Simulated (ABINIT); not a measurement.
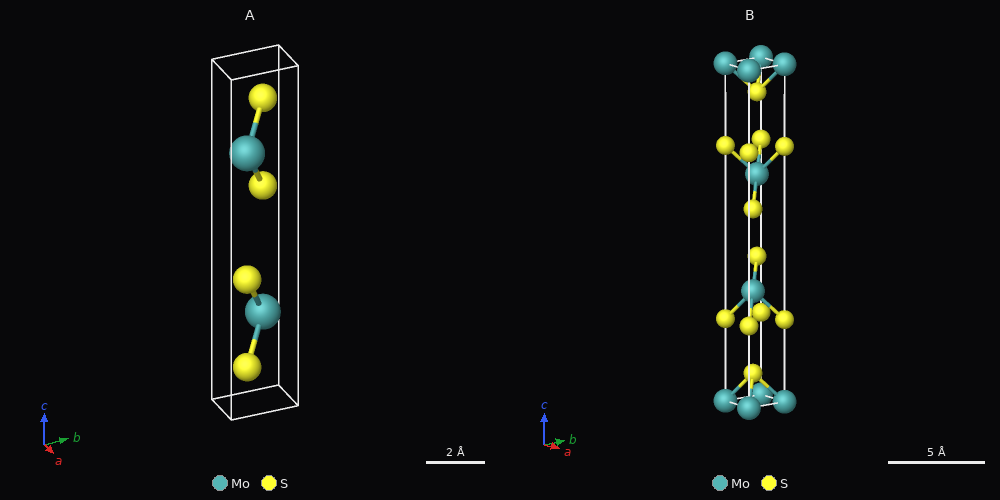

Two structures of MoS₂, each relaxed (cell and atoms) at zero pressure; conventional cells in solid outline, small ones repeated, each panel with its own scale. Alike in all runs: ABINIT 10.8.3 (patched build); functional LDA; potentials JTH PAW LDA v2.0; cutoff 544 eV; occupations fermi-dirac, width 0.05 eV; no spin polarisation; no spin-orbit coupling. The k meshes have like spacings.

### Name the structure in each panel.

A: 2H molybdenite (MoS₂) type, P6₃/mmc; B: cadmium chloride (CdCl₂) type, R-3m.

### Rank them by energy, lowest first.

A, then B (+270 meV/atom), static energies at zero smearing.

### Could pressure favour another of these structures?

B is denser (16.4 against 17.0 Å³/atom), so pressure favours it. Setting PΔV equal to ΔE at fixed volumes gives a first estimate of 77 GPa for the crossing; compression of both forms, other phases and heat would move it.

### Collect the results in a table.

| panel | space group | E − E(lowest) (meV/atom) | volume (Å³/atom) | gap (eV) |
| --- | --- | --- | --- | --- |
| A | P6₃/mmc | 0 | 17.0 | 0.83 |
| B | R-3m | 270 | 16.4 | metal |

The starts are database entries or structure types tried for this composition, and the most stable form need not be among them. Gaps are the least found on the k-mesh, which misses some points of high symmetry; where the band edges lie there, the true gap is smaller, at times by an eV.

Caveat: semilocal functionals give gaps below the measured ones.
